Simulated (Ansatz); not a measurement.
**BaTiO3: geometry relaxation (part 2 of 2)**

The same run, continued: BaTiO3 (Pm-3m, 5 atoms in the cell); DFT PBEsol, scalar-relativistic, plane waves, PAW, no spin polarisation (Ansatz 0.2.0); cutoff 420 eV, 8×8×8 k-mesh, Gaussian smearing of 0.02 eV. The structure derives from an entry of the Crystallography Open Database.

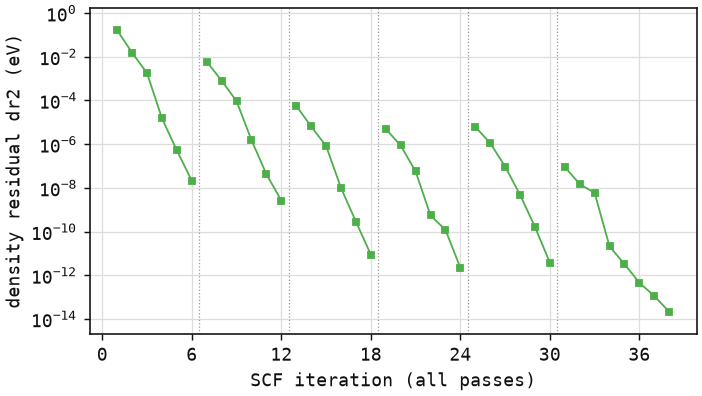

Convergence of the self-consistent field: density residual dr2 against the SCF iteration. The dotted lines part the SCF passes of the relaxation: geometry steps, rejected trials and re-solves on a re-selected basis. The 6 passes take 6 to 8 iterations each, 38 in all.

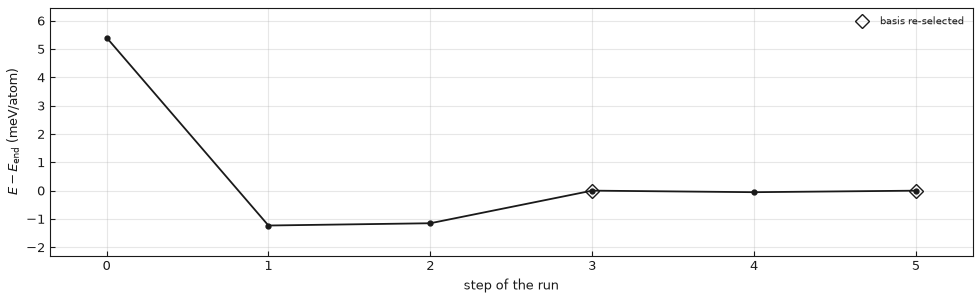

Progress of the relaxation, step by step (the first geometry is step 0 here and step 1 in the log).

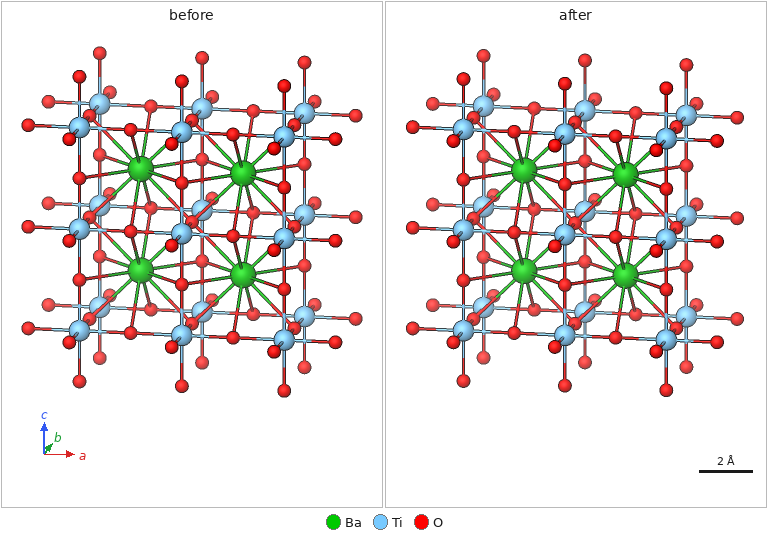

Before (left) and after (right) the relaxation, at one scale (ball-and-stick view of the cell of the calculation, repeated 2 × 1 × 2, with bonded neighbours outside it, seen slightly off an axis). The atoms keep their places relative to the cell (all moves are under 0.005 Å). The volume changes by −2.8 %, with a = b = c 4.007 → 3.970 Å (−0.9 %). Among the contacts that change: Ba1–O3 2.834 → 2.807 Å, Ti2–O3 2.004 → 1.985 Å. The space group stays Pm-3m (No. 221). Over 3 geometry steps the energy falls by 5.5 meV per atom. All forces vanish by symmetry, so only the cell relaxes. The pressure goes from −4.77 to −0.01 GPa. 1 further SCF at an unchanged geometry re-selected the plane-wave basis for the new cell. The energy change given includes the shifts at the re-selections in mid-walk, which come without any move. A last SCF at the same geometry on a re-selected plane-wave basis shifts the energy by +0.1 meV per atom. (Atoms are counted from 1 in the order of the input.)

```
basis re-selected at this cell: Δ(F+E_penalty+E_count) = +2.674e-4 eV, ΔP = -0.003 GPa vs the last step (what re-selecting the basis moved, of the pressure what is left beyond the Pulay correction that the steps carried, after the strain that the cell walked since its last selection, with what the two solves' SCF thresholds leave and, on support functions, any second-order correction that the steps lacked; it is no measure of the basis error at this ecutwfc). This SCF's stress stands 5.73e-3 GPa from its target on what of the cell is left free (relax.cell.stress_tol is 5.00e-2 GPa) and its largest allowed force component is 3.57e-30 eV/Å (relax.f_tol is 5.00e-3 eV/Å): within both
SCF converged after 8 iterations
Free energy (F): -10027.462521 eV
Harris-Foulkes:  -10027.462521 eV  (|F-HF|=5.46e-12)
Internal energy: -10027.462521 eV  (E = F + TS)
E sigma→0 (E₀):  -10027.462521 eV
Fermi energy:    11.417165 eV
--- Per-component energies (eV) ---
  E_band       = -129.617696
  E_kinetic    = 969.252155
  E_local      = -2060.397802  (includes V_loc(G=0)·N_el)
  E_nonlocal   = 206.952744
  E_hartree    = 804.003733
  E_xc         = -486.769255
  E_vxc        = -543.795938  (∫ρ·V_xc dr)
  E_paw        = -6616.851146  (= ΣΔE_a)
  E_vpaw       = -309.643794  (= ΣTr[D̂ρ^β])
  E_aug_tail   = 0.007472  (compensation charges beyond the density's cutoff)
  E_ewald      = -2844.057103
  E_core_change = 0.396681  (= ΣΔE_core)
  E_smearing   = -0.000000  (= −TS)
  E_closure    = -0.000000  (closes the sum)
  Σ components = -10027.462521   (vs F -10027.462521, Δ=0.00e0)
--- Forces (eV/Å), atoms counted from 1 ---
  atom   1  Ba     0.00000000    -0.00000000     0.00000000
  atom   2  Ti    -0.00000000    -0.00000000    -0.00000000
  atom   3  O     -0.00000000     0.00000000     0.00000000
  atom   4  O      0.00000000    -0.00000000    -0.00000000
  atom   5  O      0.00000000    -0.00000000    -0.00000000
  max |Σ_I F_I| component: 5.83e-30 eV/Å
--- Stress (GPa, compression-positive) ---
       -0.005726       0.000000       0.000000
        0.000000      -0.005726       0.000000
        0.000000       0.000000      -0.005726
  P = ⅓ Tr σ = -0.0057 GPa (-0.057 kbar)
--- Band table (eV; the first three rows and the last of 35) ---
  k-point 0: bands = ["-45.6595", "-22.0106", "-22.0106", "-22.0106", "-14.0131", "-6.3077", "-5.6322", "-5.6322", "0.7816", "0.7816", "0.7816", "8.2460", "8.2460", "8.2460", "9.3390", "9.3390", "9.3390", "10.4317", "10.4317", "10.4317", "12.3254", "12.3254", "12.3254", "14.6888", "14.6888"]
  k-point 1: bands = ["-45.6593", "-22.0194", "-22.0102", "-22.0102", "-13.9927", "-6.3208", "-5.6268", "-5.6172", "0.8088", "0.8088", "0.8537", "7.9736", "8.1967", "8.1967", "9.1606", "9.1606", "9.2001", "10.0240", "10.3106", "10.3106", "12.3454", "12.6614", "12.6614", "14.6906", "15.1295"]
  k-point 2: bands = ["-45.6590", "-22.0407", "-22.0093", "-22.0093", "-13.9425", "-6.4070", "-5.6139", "-5.5151", "0.8762", "0.8762", "1.0255", "7.3292", "8.0291", "8.0291", "8.8616", "8.8616", "8.8991", "9.2942", "10.0855", "10.0855", "12.3949", "13.3408", "13.3408", "14.6934", "15.9304"]
  k-point 34: bands = ["-45.6564", "-22.0633", "-22.0633", "-22.0633", "-13.7037", "-5.3522", "-5.3522", "-5.3522", "-0.0277", "-0.0277", "-0.0277", "5.9540", "6.6082", "6.6082", "8.1776", "8.1776", "8.1776", "10.5090", "10.5090", "10.5090", "14.8905", "14.8905", "14.8905", "17.3728", "17.3728"]
--- Relaxed structure (4 steps of the walk, 4 accepted, 2 SCFs on fresh bases) ---
  F+E_penalty+E_count = -10027.46252092 eV   max|allowed force component| = 3.566e-30 eV/Å   (the final SCF, on the basis selected at the relaxed cell)
  cell:  # Å, volume = 62.5646 Å³
    - [3.969869394297074, -3.871921659028505e-34, 2.5679065925163143e-34]
    - [-6.43982825154482e-34, 3.969869394297074, 6.419766481290786e-35]
    - [2.5679065925163143e-34, 6.419766481290786e-35, 3.969869394297074]
  atoms:
    - { symbol: Ba, position: [0.5, 0.5, 0.5] }
    - { symbol: Ti, position: [-4.8220739921360205e-34, -4.8060538127530316e-36, -1.1214125563104297e-35] }
    - { symbol: O, position: [0.5, -2.290885650748878e-34, -5.927466369070551e-35] }
    - { symbol: O, position: [5.270639014659641e-34, 0.5, -4.3254484314839955e-35] }
    - { symbol: O, position: [-1.6020179376130048e-36, 5.927466369070559e-35, 0.5] }
```

**Trajectory as extended XYZ (Å, eV, eV/Å), 6 frames, from step=1 to step=6**
```
5
Lattice="4.0073 0.0000 0.0000 0.0000 4.0073 0.0000 0.0000 0.0000 4.0073" Properties=species:S:1:pos:R:3:forces:R:3 step=1 energy=-10027.43549 pressure_GPa=-4.77
Ba    2.0036    2.0036    2.0036    0.0000   0.0000   0.0000
Ti    0.0000    0.0000    0.0000    0.0000   0.0000   0.0000
O     2.0036    0.0000    0.0000    0.0000   0.0000   0.0000
O     0.0000    2.0036    0.0000    0.0000   0.0000   0.0000
O     0.0000    0.0000    2.0036    0.0000   0.0000   0.0000
5
Lattice="3.9676 0.0000 0.0000 0.0000 3.9676 0.0000 0.0000 0.0000 3.9676" Properties=species:S:1:pos:R:3:forces:R:3 step=2 energy=-10027.46867 pressure_GPa=0.49
Ba    1.9838    1.9838    1.9838    0.0000   0.0000   0.0000
Ti    0.0000    0.0000    0.0000    0.0000   0.0000   0.0000
O     1.9838    0.0000    0.0000    0.0000   0.0000   0.0000
O     0.0000    1.9838    0.0000    0.0000   0.0000   0.0000
O     0.0000    0.0000    1.9838    0.0000   0.0000   0.0000
5
Lattice="3.9712 0.0000 0.0000 0.0000 3.9712 0.0000 0.0000 0.0000 3.9712" Properties=species:S:1:pos:R:3:forces:R:3 step=3 energy=-10027.46827 pressure_GPa=-0.02
Ba    1.9856    1.9856    1.9856    0.0000   0.0000   0.0000
Ti    0.0000    0.0000    0.0000    0.0000   0.0000   0.0000
O     1.9856    0.0000    0.0000    0.0000   0.0000   0.0000
O     0.0000    1.9856    0.0000    0.0000   0.0000   0.0000
O     0.0000    0.0000    1.9856    0.0000   0.0000   0.0000
5
Lattice="3.9712 0.0000 0.0000 0.0000 3.9712 0.0000 0.0000 0.0000 3.9712" Properties=species:S:1:pos:R:3:forces:R:3 step=4 energy=-10027.46251 pressure_GPa=-0.19
Ba    1.9856    1.9856    1.9856    0.0000   0.0000   0.0000
Ti    0.0000    0.0000    0.0000    0.0000   0.0000   0.0000
O     1.9856    0.0000    0.0000    0.0000   0.0000   0.0000
O     0.0000    1.9856    0.0000    0.0000   0.0000   0.0000
O     0.0000    0.0000    1.9856    0.0000   0.0000   0.0000
5
Lattice="3.9699 0.0000 0.0000 0.0000 3.9699 0.0000 0.0000 0.0000 3.9699" Properties=species:S:1:pos:R:3:forces:R:3 step=5 energy=-10027.46279 pressure_GPa=-0.00
Ba    1.9849    1.9849    1.9849    0.0000   0.0000   0.0000
Ti    0.0000    0.0000    0.0000    0.0000   0.0000   0.0000
O     1.9849    0.0000    0.0000    0.0000   0.0000   0.0000
O     0.0000    1.9849    0.0000    0.0000   0.0000   0.0000
O     0.0000    0.0000    1.9849    0.0000   0.0000   0.0000
5
Lattice="3.9699 0.0000 0.0000 0.0000 3.9699 0.0000 0.0000 0.0000 3.9699" Properties=species:S:1:pos:R:3:forces:R:3 step=6 energy=-10027.46252 pressure_GPa=-0.01
Ba    1.9849    1.9849    1.9849    0.0000   0.0000   0.0000
Ti    0.0000    0.0000    0.0000    0.0000   0.0000   0.0000
O     1.9849    0.0000    0.0000    0.0000   0.0000   0.0000
O     0.0000    1.9849    0.0000    0.0000   0.0000   0.0000
O     0.0000    0.0000    1.9849    0.0000   0.0000   0.0000
```

The run was set up as follows.

**The input**
```yaml
crystal:
  lattice:
    - [4.0073, 0.0, 0.0]
    - [0.0, 4.0073, 0.0]
    - [0.0, 0.0, 4.0073]
  atoms:
    - { symbol: Ba, position: [0.5, 0.5, 0.5] }
    - { symbol: Ti, position: [0.0, 0.0, 0.0] }
    - { symbol: O, position: [0.5, 0.0, 0.0] }
    - { symbol: O, position: [0.0, 0.5, 0.0] }
    - { symbol: O, position: [0.0, 0.0, 0.5] }
basis:
  ecutwfc: 420
kpoints:
  mp_grid: { grid: [8, 8, 8] }
hamiltonian:
  xc: pbesol
scf:
  occupations: { method: gaussian, width: 0.02 }
output:
  forces: true
  stress: true
  eigenvalues: true
relax:
  adjacent_minimum: "off"
  f_tol: 0.005
  max_steps: 80
  cell: { stress_tol: 0.05 }
```

Command:
```bash
ansatz run input.yaml --threads 2 --pin off --max-ram 5120MiB --backend cpu --events-out ev --progress --plain --runs-dir out
```

**Key numbers**

- outcome: converged
- space group (tolerance 0.01 Å): Pm-3m (221)
- electrons treated: 40
- free energy: −10027.4625 eV
- Fermi energy: 11.417 eV
- gap on the k-point mesh: 1.82 eV
- pressure: −0.01 GPa
- final volume: 62.56 Å³
- largest force (length of the vector) at the end: under 0.001 eV/Å
- final cell: a = 3.970 Å, b = 3.970 Å, c = 3.970 Å, α = 90.00°, β = 90.00°, γ = 90.00°
- hardware: 2 threads of Arm Neoverse N1, 24 GiB of memory available, shared host
- wall time: 20 s (CPU time 39 s)
- peak memory: 0.39 GiB
